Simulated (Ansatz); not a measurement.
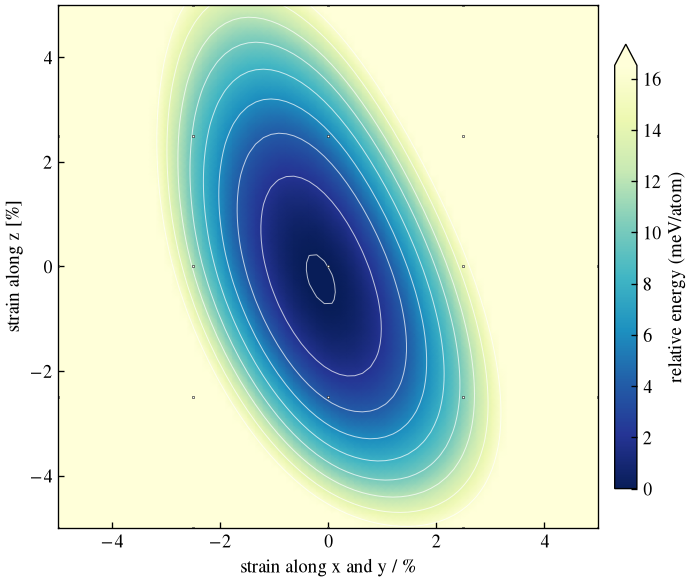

CdS (Fm-3m, No. 225; 2 atoms in the cell). The cell is strained homogeneously, by one strain along x and y and another along z, with fractional coordinates fixed (x, y and z along the cube axes). First axis: strain along x and y. Second axis: strain along z. Grid: 5 × 5 points. Points are written as (first, second). All energies are given in meV/atom relative to the lowest grid point. The reference cell is the one listed in the database, not relaxed at this level. These are results of DFT PBE, scalar-relativistic, plane waves, PAW (Ansatz), not measurements. Settings: cutoff 420 eV, k-mesh 10×10×10, gaussian smearing 0.03 eV, no spin polarisation.

In the figure: a smooth colour map with a few white contour lines, dots at the grid points, one colour for all values above the top of the scale. Between grid points the surface is interpolated.

Q: Estimate the clamped-ion elastic constants that this map fixes.

A: With the cell volume of 41.7 Å³, the curvatures of the interpolated surface at its minimum give C₁₁ + C₂₂ + 2C₁₂ ≈ 330 GPa, C₃₃ ≈ 118 GPa and C₁₃ + C₂₃ ≈ 97.4 GPa (clamped ions, Cartesian axes of the cell). A stretch of 1 % along z with free sides (kept equal in x and y) would change the in-plane lengths by about −0.29 %.
